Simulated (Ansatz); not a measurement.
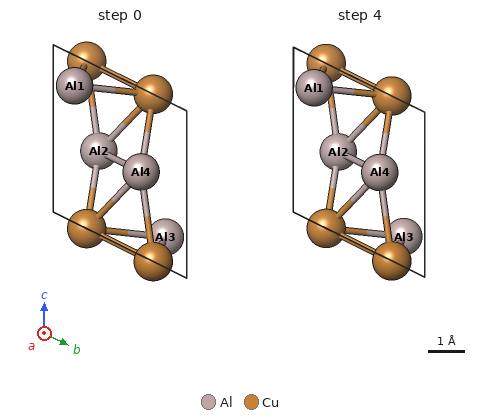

The structure of a crystal of Al$_{2}$Cu (set up in I4/mcm) before (left) and after (right) a relaxation, at one scale.

A ball-and-stick model of the cell of the calculation, seen along the a axis.

Case: relaxed again under DFT PBE+D3(BJ), scalar-relativistic, plane waves, PAW.

Computed with Ansatz, DFT PBE+D3(BJ), scalar-relativistic, plane waves, PAW.

Input
```yaml
crystal:
  lattice:
    - [-3.0261888788, 3.0261888788, 2.4416174514]
    - [3.0261888788, -3.0261888788, 2.4416174514]
    - [3.0261888788, 3.0261888788, -2.4416174514]
  atoms:
    - { symbol: Al, position: [0.6587211841, 0.1587211841, 0.8174423682] }
    - { symbol: Al, position: [0.1587211841, 0.3412788159, 0.5] }
    - { symbol: Al, position: [0.3412788159, 0.8412788159, 0.1825576318] }
    - { symbol: Al, position: [0.8412788159, 0.6587211841, 0.5] }
    - { symbol: Cu, position: [0.25, 0.25, 0.0] }
    - { symbol: Cu, position: [0.75, 0.75, 0.0] }
basis:
  ecutwfc: 420
kpoints:
  mp_grid: { grid: [10, 10, 10] }
hamiltonian:
  xc: pbe
  dispersion: d3bj
scf:
  occupations: { method: gaussian, width: 0.1 }
output:
  forces: true
  stress: true
  eigenvalues: true
relax:
  adjacent_minimum: "off"
  f_tol: 0.005
  max_steps: 50
  cell: { stress_tol: 0.05 }
```

Run as
```bash
ansatz run input.yaml --threads 1 --pin off --max-ram 2560MiB --backend cpu --events-out ev --progress --plain --runs-dir out
```

### What changed between the two?

The largest moves relative to the cell, 0.004 Å, are those of Al1, Al2, Al3 and Al4. Al2 goes along [−1 1 0]. Cu stays in place. The drawn cell changes as follows: a = b = c 4.927 → 4.855 Å (−1.5 %); the volume changes by −4.3 %. Among the contacts that change: Al1–Al3 2.717 → 2.669 Å, Al1–Al3 (another image) 2.899 → 2.861 Å, Al1–Cu5 2.585 → 2.548 Å, Cu5–Cu6 2.442 → 2.405 Å. The space group stays I4/mcm (No. 140). Over 3 accepted moves (4 points after the start) the energy falls by 9.4 meV per atom. Largest force component: 0.0048 eV/Å at the start, 0.0003 eV/Å at the end. Pressure: −4.47 GPa at the start and −0.01 GPa at the end. At 1 point the geometry stayed and the basis and grid were re-selected for the new cell (energy shift of 0.2 meV per atom at most each time). Cost: 82 s on 1 thread of Arm Neoverse V2, on a shared host, peak memory 0.51 GiB.
